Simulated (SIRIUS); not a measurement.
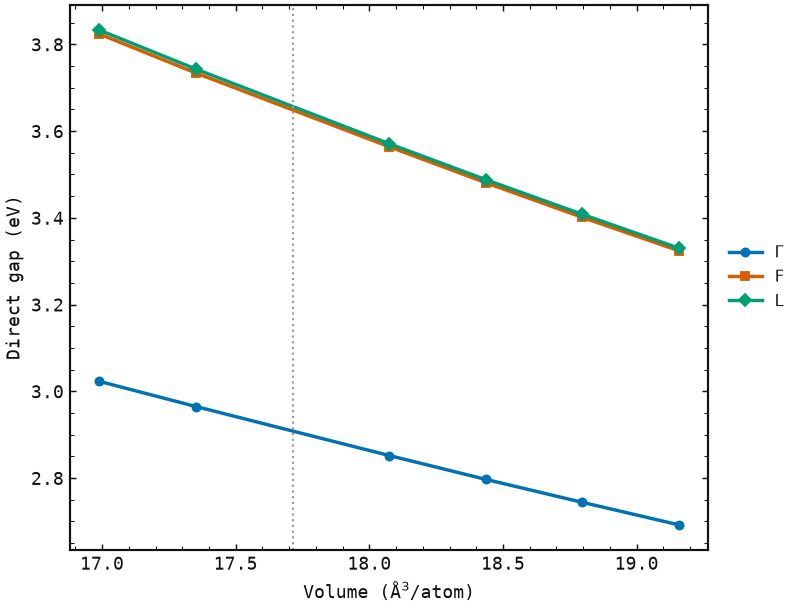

Direct gap at each named k point. In reduced coordinates of the cell that was run, F is (0.5, 0.5, 0) and L is (0.5, 0, 0). One run is left out (dotted line).

System: TiO₂, space group R-3m, 3 atoms in the primitive cell. The cell is scaled at fixed shape and fractional positions. At 18.07 Å³/atom, a = 2.995 Å, c = 20.945 Å (hexagonal axes). SIRIUS 7.12.0; PBEsol, all-electron FP-LAPW, no spin polarisation, no spin-orbit coupling, 8×8×8 k mesh, Fermi-Dirac smearing of 0.05 eV.

| volume | Γ (eV) | F (eV) | L (eV) |
| --- | --- | --- | --- |
| 16.99 Å³/atom | 3.02 | 3.82 | 3.83 |
| 17.35 Å³/atom | 2.96 | 3.73 | 3.74 |
| 18.07 Å³/atom | 2.85 | 3.56 | 3.57 |
| 18.44 Å³/atom | 2.80 | 3.48 | 3.49 |
| 18.80 Å³/atom | 2.74 | 3.40 | 3.41 |
| 19.16 Å³/atom | 2.69 | 3.32 | 3.33 |

> Fill in the row for 17.71 Å³/atom.

Fits through the other points against the logarithm of the volume give 2.91 eV at Γ, 3.65 eV at F and 3.66 eV at L (straight lines). The run itself gives 2.91, 3.65 and 3.66 eV, within 0.01 eV of the estimates.

> What are the deformation potentials dE/d ln V?

Straight lines against ln V have slopes of −2.8 eV at Γ, −4.2 eV at F and −4.2 eV at L.

The smallest gap over all k points computed is 2.89, 2.82, 2.75, 2.68, 2.62, 2.56 and 2.50 eV in turn; it lies up to 0.20 eV under the lowest value plotted. LDA, GGA and most meta-GGA functionals understate gaps. The usual form of TiO2 is rutile or anatase.
